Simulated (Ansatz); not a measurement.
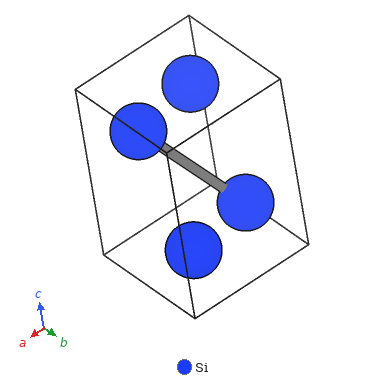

System: Si, space group Fmmm (No. 69). The picture shows the cell.

Starting cell:
```xyz
4
Lattice="0.0000 2.6474 4.5886 2.4320 0.0000 4.5886 2.4320 2.6474 0.0000" Properties=species:S:1:pos:R:3 pbc="T T T"
Si    2.4320    3.8636    4.5886
Si    2.4320    1.4311    4.5886
Si    2.4320    2.6474    7.1070
Si    2.4320    2.6474    2.0701
```

Calculation (Ansatz 0.2.0): one atom of a crystal moved along a line, all else fixed, by plane-wave density functional theory with PAW datasets, free energies less that of the undisturbed cell, pressure positive in compression; scalar-relativistic. Level: LDA, no spin polarisation.

- wave cutoff: 420 eV
- k mesh: 14×14×14
- occupations: Gaussian
- smearing width: 0.15 eV
- k shift: (0, 0, 0) (mesh steps)
- start: relaxed
- moved atom: 1
- direction: (0.7071, −0.7071, 0) (Cartesian unit vector)

What does the calculation give for the energy change, force along the direction (sum over moved atoms) and pressure against displacement? The displacement takes the values −0.10, −0.06, 0.00, 0.04, 0.08 Å.

The energy rises on both sides of the starting structure, which is therefore a minimum along this path. The energy change is 0.0322 eV/cell at displacement −0.10 Å and 0.0206 eV/cell at 0.08 Å; the lowest computed point is at displacement 0.00 Å (0.0000 eV/cell), and no other minimum shows among the points. The force along the direction (sum over moved atoms) falls from 0.64 eV/Å at displacement −0.10 Å to −0.52 eV/Å at 0.08 Å, and changes sign near 0.00 Å. The pressure goes from 0.214 GPa at displacement −0.10 Å to 0.235 GPa at 0.08 Å, not monotonically, with a low of −0.016 GPa at 0.00 Å, and changes sign near −0.01 Å and 0.01 Å.

| displacement (Å) | energy change (eV/cell) | force along the direction (sum over moved atoms) (eV/Å) | pressure (GPa) |
| --- | --- | --- | --- |
| −0.10 | 0.0322 | 0.64 | 0.214 |
| −0.06 | 0.0117 | 0.39 | 0.049 |
| 0.00 | 0.0000 | 0.00 | −0.016 |
| 0.04 | 0.0050 | −0.26 | 0.061 |
| 0.08 | 0.0206 | −0.52 | 0.235 |

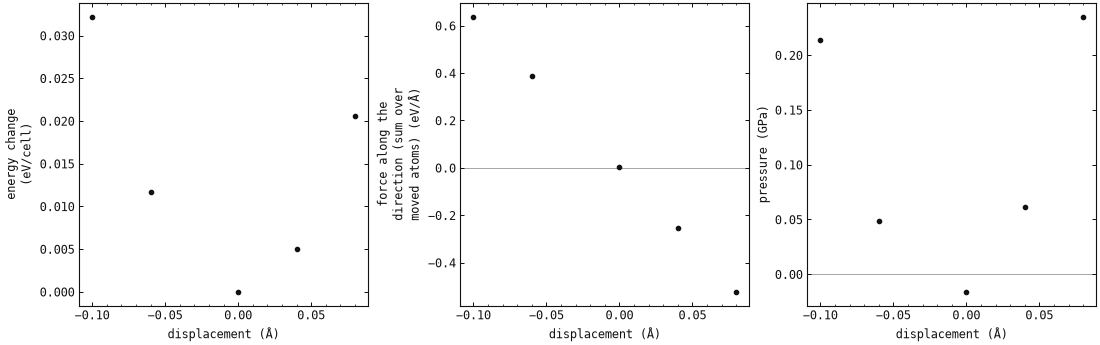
